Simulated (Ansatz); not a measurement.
# Zn3SnO: what the fields show

```cif
data_structure
_symmetry_space_group_name_H-M 'P 1'
_symmetry_Int_Tables_number 1
_cell_length_a 5.0849
_cell_length_b 5.0849
_cell_length_c 5.0849
_cell_angle_alpha 90.000
_cell_angle_beta 90.000
_cell_angle_gamma 90.000
_cell_volume 131.47
loop_
_atom_site_label
_atom_site_type_symbol
_atom_site_fract_x
_atom_site_fract_y
_atom_site_fract_z
_atom_site_occupancy
Zn1 Zn 0.00000 0.50000 0.50000 1
Zn2 Zn 0.50000 0.00000 0.50000 1
Zn3 Zn 0.50000 0.50000 0.00000 1
Sn1 Sn 0.50000 0.50000 0.50000 1
O1 O 0.00000 0.00000 0.00000 1
```

Space group Pm-3m; a structure generated by program, which may or may not match a known phase.

These are results of DFT PBE, scalar-relativistic, plane waves, PAW in Ansatz 0.2.0, not measurements.

The density is the valence pseudo-density of a PAW calculation; it isn't the true density close to the nuclei.

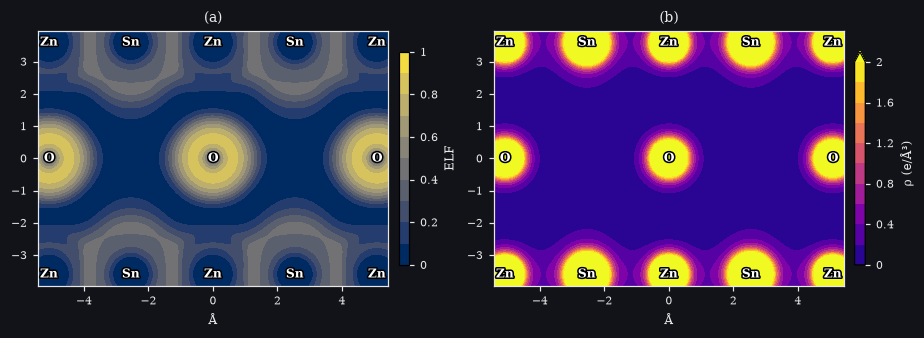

Figure 1. (a) ELF; (b) valence pseudo-density on the (110) plane of the conventional cell.

> What do the fields say about this system?

The section cuts through Zn, Sn and O sites. Zn–Sn (2.54 Å): ρ is about 0.39 e/Å³ halfway; the ELF is about 0.45 at the midpoint. Zn–O (3.60 Å): ρ is about 0.03 e/Å³ halfway; the ELF is about 0.05 at the midpoint: no shared electron pair shows on this line. The density dies away to nearly zero in the voids.

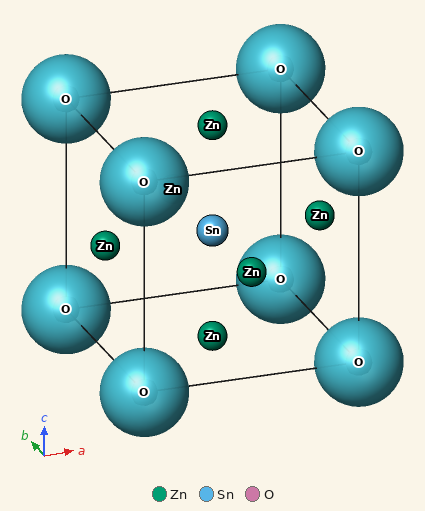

Figure 2. Isosurface of the ELF at 0.65 (cyan), seen at an oblique angle. Only the valence region is drawn (cores and ρ < 0.01 e/Å³ removed).

> Where are the electrons localised?

At this value the surface marks out one region wrapped around O (its valence shell), counted in one cell of 5 atoms. Any copies at cell faces, edges or corners count once.

> Metal or insulator at this level of theory?

It is gapless in this calculation (a metal or semimetal).
